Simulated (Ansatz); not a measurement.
**Geometry relaxation of Al**

System: Al (1 atom in the cell).
Method: DFT PBE, scalar-relativistic, plane waves, PAW, no spin polarisation (Ansatz 0.2.0).

The structure derives from a Materials Project entry.

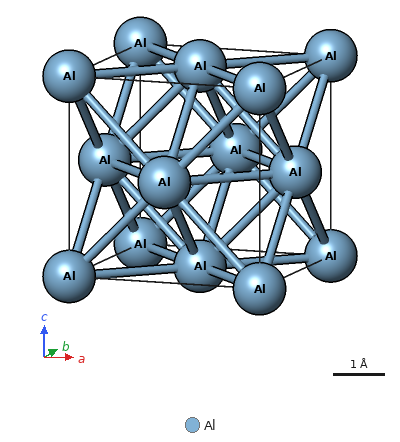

**Figure 1.** The structure as given in the input (ball-and-stick view of the cell 4 times as large as that of the calculation, set on its symmetry axes, seen slightly off an axis). Near neighbours in the crystal (not all of them lie inside the picture): Al has 12 Al at 2.86 Å.

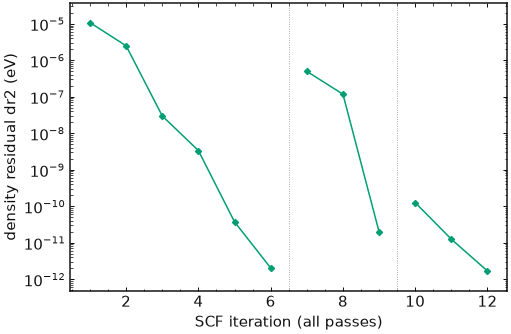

**Figure 2.** Convergence of the self-consistent field: density residual dr2 against the SCF iteration. The dotted lines part the SCF passes of the relaxation: geometry steps, rejected trials and re-solves on a re-selected basis. The passes take 6, 3 and 3 iterations.

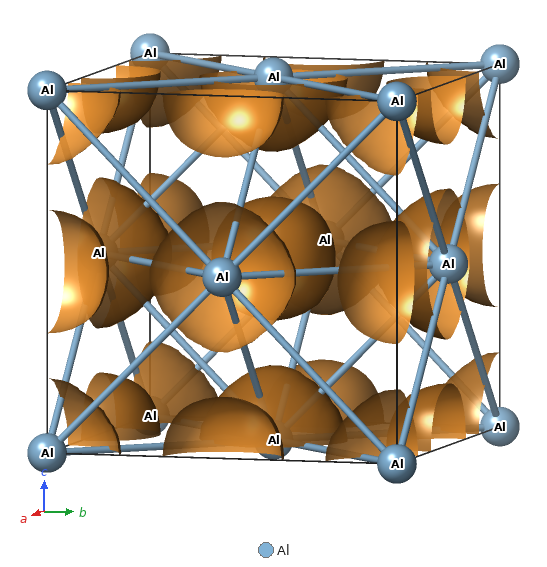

**Figure 3.** Isosurface of the electron localisation function at 0.4 (orange), seen slightly off an axis. Core shells and regions of very low density are left out. Sticks mark near contacts. The outline is the cell set on symmetry axes. Profiles from the grid: Al–Al (2.86 Å): the ELF is about 0.60 at the midpoint, which marks metallic bonding. In a PAW calculation such maps are meaningful between the atoms, not at the nuclei.

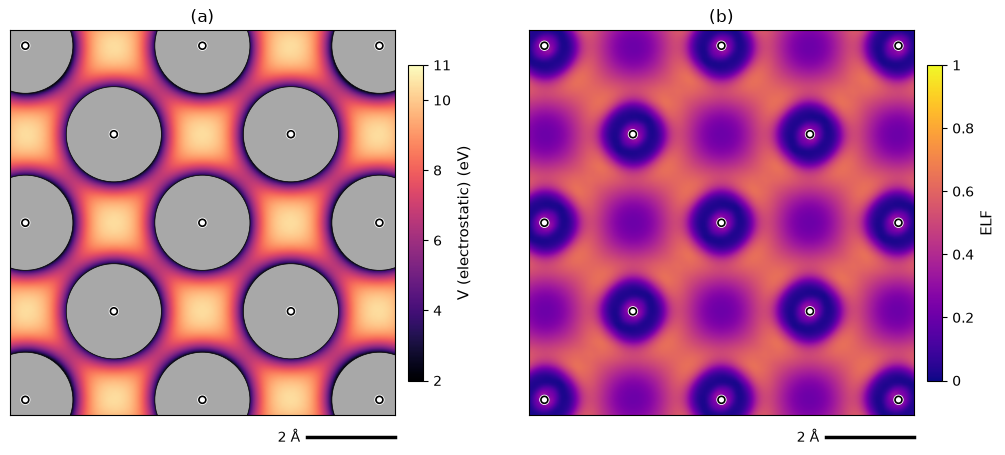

**Figure 4.** (a) electrostatic potential energy of an electron; (b) electron localisation function on the (001) plane of the conventional cell. Circles mark the nuclei in the plane (Al). Grey discs, where drawn, cover atomic cores. The section cuts through Al sites. Al–Al (2.86 Å): the ELF is about 0.60 at the midpoint, as expected for nearly free electrons, as in a simple metal. Outside the cores the potential energy rises away from the atoms and is highest about 2.0 Å from the nearest atoms; outside the discs it spans about 8 eV, and its zero is arbitrary.

These pictures come from the run below.

**The input**
```yaml
crystal:
  lattice:
    - [0.0, 2.01946485, 2.01946485]
    - [2.01946485, 0.0, 2.01946485]
    - [2.01946485, 2.01946485, 0.0]
  atoms:
    - { symbol: Al, position: [0.0, 0.0, 0.0] }
basis:
  ecutwfc: 420
kpoints:
  mp_grid: { grid: [18, 18, 18] }
hamiltonian:
  xc: pbe
scf:
  occupations: { method: gaussian, width: 0.1 }
output:
  forces: true
  stress: true
  eigenvalues: true
  write_density: true
  write_potential: true
  elf: true
  volumetric_format: npy
relax:
  adjacent_minimum: "off"
  f_tol: 0.005
  max_steps: 80
  cell: { stress_tol: 0.05 }
```

Run as:
```bash
ansatz run input.yaml --threads 4 --pin off --max-ram 8192MiB --backend cpu --events-out ev --progress --plain --runs-dir out
```

**Log**
```
Engine: ansatz 0.2.0, x86_64-unknown-linux-gnu
Pseudopotentials: kind: paw
Pseudopotential: Al, paw, valence charge 3, recommended cutoff 420 eV (normal), Al.paw.azcp
Functional definition: PBE
  parameter kappa = 0.804
  parameter beta = 0.06672455060314922
  exchange = pbe_x(kappa = kappa, mu = beta*pi^2/3)
  correlation = pbe_c(beta = beta)
Crystal: 1 atoms, lattice volume = 16.472 Å³
Basis set: ecut = 420 eV, 331 PW (Γ), exchange–correlation on 40×40×40 points (8 copies of the dense FFT grid, shifted against one another)
Bands: 6, of which v1, the nominal top of the filled ones, is band 2 counted from 1 (1 counted from 0)
Symmetry: 48 space group operations
Space group: Fm-3m (ITA 225), of the structure as read, at distance tolerance 2.5e-5 Å
k-points: 195 of 5832
Non-local potential: Al, projectors of the file, l = 0: 2, l = 1: 2, l = 2: 1
PAW form: soft (Blöchl's): semilocal exchange-correlation on the pseudo side does not see the compensation charge
PAW one-centre angular grid: Al, 110 points (default); XC on 64 Gauss nodes
Initial density: superposition of atomic densities (neutral atoms: chi_scale 0, normalization atom), corrected by the library's trained network
Initial wavefunctions: pseudopotential atomic-orbital guess
Functional: x = pbe(κ = 0.804, μ = 0.2195149727645171), c = pbe(β = 0.06672455060314922)
SCF iter   1: F=—  HF=-537.501040 eV  |F-HF|=—  |Δ(HF+E_count)|=         —  Δρ=4.68e-4  dr2=1.08e-5  ethr=1.77e-3  ⟨swp⟩=4.7  Hψ=9886  notcnv=0
preconditioner: auto → none  [metal: Δε(μ)=0.017 eV  Ē_g=13.198 eV  σ=0.100 eV  W_gap=0.09  n_scr=0 (ndim 8)  ℏωp=15.8 eV  f_vac=0.000  D(μ)=0.59/eV (n_scr^D=0)]
SCF iter   2: F=—  HF=-537.501083 eV  |F-HF|=—  |Δ(HF+E_count)|=   4.27e-5  Δρ=2.36e-4  dr2=2.50e-6  ethr=3.60e-7  ⟨swp⟩=2.0  Hψ=2985  notcnv=0
iter 3 did not close the SCF: its close was put off for the readings that it lacked (scf_convergence_deferred on its scf_iter line)
SCF iter   3: F=-537.501093 eV  HF=-537.501093 eV  |F-HF|=1.54e-9  |Δ(HF+E_count)|=   1.03e-5  Δρ=1.46e-5  dr2=2.99e-8  ethr=8.32e-8  ⟨swp⟩=2.0  Hψ=1366  notcnv=0
iter 4 did not close the SCF: its close was put off for the readings that it lacked (scf_convergence_deferred on its scf_iter line)
SCF iter   4: F=-537.501093 eV  HF=-537.501093 eV  |F-HF|=6.36e-10  |Δ(HF+E_count)|=   2.91e-9  Δρ=4.46e-6  dr2=3.36e-9  ethr=9.98e-10  ⟨swp⟩=1.0  Hψ=1076  notcnv=0
iter 5 did not close the SCF: its close was put off for the readings that it lacked (scf_convergence_deferred on its scf_iter line)
SCF iter   5: F=-537.501093 eV  HF=-537.501093 eV  |F-HF|=1.05e-11  |Δ(HF+E_count)|=  5.76e-10  Δρ=4.44e-7  dr2=3.73e-11  ethr=1.12e-10  ⟨swp⟩=1.0  Hψ=1076  notcnv=0
SCF iter   6: F=-537.501093 eV  HF=-537.501093 eV  |F-HF|=4.55e-13  |Δ(HF+E_count)|=  7.73e-12  Δρ=1.03e-7  dr2=2.04e-12  ethr=1.24e-12  ⟨swp⟩=4.1  Hψ=4480  notcnv=0
SCF 1 converged in 6 iterations: F = -537.501093 eV  dr2 = 2.04e-12
  greatest PAW one-centre occupation: 0.446 electrons in one spin orbital (limit 2), on the Al atom at site 0 (counted from 0), in its partial waves of l = 0
relax step   1: F+E_penalty+E_count = -537.50109287 eV  Δ(F+E_penalty+E_count) = +0.000e0 eV  max|allowed force component| = 0.000e0 eV/Å  Δτ_max = 0.0000 Å  P = +0.139 GPa  Ω = 16.472 Å³  (6 SCF iters, accepted)
Crystal: 1 atoms, lattice volume = 16.505 Å³
Initial density: handed on by an earlier stage of this run
Initial wavefunctions: those handed on with the density
iter 1 solved again at ethr=1.51e-8 eV; its pass at ethr=3.10e-3 eV (dr2=4.54e-7 eV) is discarded
SCF iter   1: F=—  HF=-537.501068 eV  |F-HF|=—  |Δ(HF+E_count)|=         —  Δρ=5.46e-5  dr2=4.98e-7  ethr=1.51e-8  ⟨swp⟩=2.6  Hψ=10947  notcnv=0
preconditioner: auto → none  [metal: Δε(μ)=0.016 eV  Ē_g=13.181 eV  σ=0.100 eV  W_gap=0.09  n_scr=0 (ndim 8)  ℏωp=15.8 eV  f_vac=0.000  D(μ)=0.58/eV (n_scr^D=0)]
SCF iter   2: F=—  HF=-537.501091 eV  |F-HF|=—  |Δ(HF+E_count)|=   2.32e-5  Δρ=2.67e-5  dr2=1.18e-7  ethr=1.51e-8  ⟨swp⟩=1.0  Hψ=1170  notcnv=0
SCF iter   3: F=-537.501091 eV  HF=-537.501091 eV  |F-HF|=2.97e-11  |Δ(HF+E_count)|=   1.41e-7  Δρ=5.03e-7  dr2=1.99e-11  ethr=1.62e-9  ⟨swp⟩=5.7  Hψ=3591  notcnv=0
SCF 2 converged in 3 iterations: F = -537.501091 eV  dr2 = 1.99e-11
relax step   2: F+E_penalty+E_count = -537.50109062 eV  Δ(F+E_penalty+E_count) = +2.249e-6 eV  max|allowed force component| = 0.000e0 eV/Å  Δτ_max = 0.0000 Å  P = -0.015 GPa  Ω = 16.505 Å³  energy of the carried Pulay correction = -1.501e-5 eV  (3 SCF iters, dr2 threshold 4.86e-8 eV, accepted)
Initial wavefunctions: pseudopotential atomic-orbital guess (no wavefunctions were taken with the density)
iter 1 solved again at ethr=4.05e-9 eV; its pass at ethr=3.10e-3 eV (dr2=1.21e-7 eV) is discarded
SCF iter   1: F=—  HF=-537.501083 eV  |F-HF|=—  |Δ(HF+E_count)|=         —  Δρ=2.10e-6  dr2=1.26e-10  ethr=4.05e-9  ⟨swp⟩=3.1  Hψ=13566  notcnv=0
SCF iter   2: F=—  HF=-537.501106 eV  |F-HF|=—  |Δ(HF+E_count)|=   2.36e-5  Δρ=8.76e-7  dr2=1.25e-11  ethr=4.19e-12  ⟨swp⟩=2.0  Hψ=1466  notcnv=0
SCF iter   3: F=-537.501106 eV  HF=-537.501106 eV  |F-HF|=1.63e-11  |Δ(HF+E_count)|=  1.27e-10  Δρ=3.01e-7  dr2=1.68e-12  ethr=1.00e-12  ⟨swp⟩=4.8  Hψ=4284  notcnv=0
SCF 3 converged in 3 iterations: F = -537.501106 eV  dr2 = 1.68e-12
relax step   3: F+E_penalty+E_count = -537.50110630 eV  Δ(F+E_penalty+E_count) = -1.569e-5 eV  max|allowed force component| = 0.000e0 eV/Å  Δτ_max = 0.0000 Å  P = -0.014 GPa  Ω = 16.505 Å³  stress off target by 1.36e-2 GPa  SCF on the basis re-selected at this cell (its energy is not comparable with the rows above)  (3 SCF iters)
basis re-selected at this cell: Δ(F+E_penalty+E_count) = -1.569e-5 eV, ΔP = +0.001 GPa vs the last step (what re-selecting the basis moved, of the pressure what is left beyond the Pulay correction that the steps carried, after the strain that the cell walked since its last selection, with what the two solves' SCF thresholds leave and, on support functions, any second-order correction that the steps lacked; it is no measure of the basis error at this ecutwfc). This SCF's stress stands 1.36e-2 GPa from its target on what of the cell is left free (relax.cell.stress_tol is 5.00e-2 GPa) and its largest allowed force component is 0.00e0 eV/Å (relax.f_tol is 5.00e-3 eV/Å): within both
SCF converged after 3 iterations
Free energy (F): -537.501106 eV
Harris-Foulkes:  -537.501106 eV  (|F-HF|=1.63e-11)
Internal energy: -537.498184 eV  (E = F + TS)
E sigma→0 (E₀):  -537.499645 eV
Entropy (-TS):   -0.002922 eV (-2.922 meV/atom)
Fermi energy:    7.930621 eV
--- Per-component energies (eV) ---
  E_band       = 10.566243
  E_kinetic    = 22.764547
  E_local      = 9.891299  (includes V_loc(G=0)·N_el)
  E_nonlocal   = 10.314380
  E_hartree    = 0.104144
  E_xc         = -39.729067
  E_vxc        = -28.953557  (∫ρ·V_xc dr)
  E_paw        = -467.335416  (= ΣΔE_a)
  E_vpaw       = -3.658711  (= ΣTr[D̂ρ^β])
  E_aug_tail   = -0.000002  (compensation charges beyond the density's cutoff)
  E_ewald      = -73.508069
  E_smearing   = -0.002922  (= −TS)
  E_closure    = 0.000000  (closes the sum)
  Σ components = -537.501106   (vs F -537.501106, Δ=0.00e0)
--- Forces (eV/Å), atoms counted from 1 ---
  atom   1  Al    -0.00000000    -0.00000000    -0.00000000
  max |Σ_I F_I| component: 1.44e-32 eV/Å
--- Stress (GPa, compression-positive) ---
       -0.013620       0.000000       0.000000
       -0.000000      -0.013620       0.000000
        0.000000       0.000000      -0.013620
  P = ⅓ Tr σ = -0.0136 GPa (-0.136 kbar)
--- Band table (eV; the first three rows and the last of 195) ---
  k-point 0: bands = ["-3.1838", "20.4616", "20.4616", "20.4616", "22.0535", "22.0535"]
  k-point 1: bands = ["-3.1000", "18.9896", "20.1715", "20.1715", "22.4725", "22.4725"]
  k-point 2: bands = ["-2.8487", "16.7893", "19.6798", "19.6798", "22.6739", "23.3206"]
  k-point 194: bands = ["6.6607", "7.5837", "7.9297", "9.2733", "22.3589", "23.7317"]
--- Relaxed structure (2 steps of the walk, 2 accepted, 1 SCFs on fresh bases) ---
  F+E_penalty+E_count = -537.50110630 eV   max|allowed force component| = 0.000e0 eV/Å   (the final SCF, on the basis selected at the relaxed cell)
  cell:  # Å, volume = 16.5047 Å³
    - [1.019074406579118e-34, 2.0208104481622513, 2.0208104481622513]
    - [2.0208104481622513, 6.140321375579255e-35, 2.0208104481622513]
    - [2.0208104481622513, 2.0208104481622513, 2.6521809507161614e-34]
  atoms:
    - { symbol: Al, position: [0.0, 0.0, 0.0] }
```

**Trajectory as extended XYZ (Å, eV, eV/Å), 3 frames, from step=1 to step=3**
```
1
Lattice="0.0000 2.0195 2.0195 2.0195 0.0000 2.0195 2.0195 2.0195 0.0000" Properties=species:S:1:pos:R:3:forces:R:3 step=1 energy=-537.50109 pressure_GPa=0.14
Al    0.0000    0.0000    0.0000    0.0000   0.0000   0.0000
1
Lattice="0.0000 2.0208 2.0208 2.0208 0.0000 2.0208 2.0208 2.0208 0.0000" Properties=species:S:1:pos:R:3:forces:R:3 step=2 energy=-537.50109 pressure_GPa=-0.02
Al    0.0000    0.0000    0.0000    0.0000   0.0000   0.0000
1
Lattice="0.0000 2.0208 2.0208 2.0208 0.0000 2.0208 2.0208 2.0208 0.0000" Properties=species:S:1:pos:R:3:forces:R:3 step=3 energy=-537.50111 pressure_GPa=-0.01
Al    0.0000    0.0000    0.0000    0.0000   0.0000   0.0000
```

**Key numbers**

| quantity | value |
| --- | --- |
| outcome | converged |
| space group (tolerance 0.01 Å) | Fm-3m (225) |
| electrons treated | 3 |
| free energy | −537.5011 eV |
| Fermi energy | 7.931 eV |
| gap on the k-point mesh | none (metallic) |
| pressure | −0.01 GPa |
| final volume | 16.50 Å³ |
| largest force (length of the vector) at the end | under 0.001 eV/Å |
| final cell | a = 2.858 Å, b = 2.858 Å, c = 2.858 Å, α = 60.00°, β = 60.00°, γ = 60.00° |
| hardware | 4 threads of Intel Xeon (Granite Rapids), 32 GiB of memory available, shared host |
| wall time | 0.79 s (CPU time 2.4 s) |
| peak memory | 0.36 GiB |
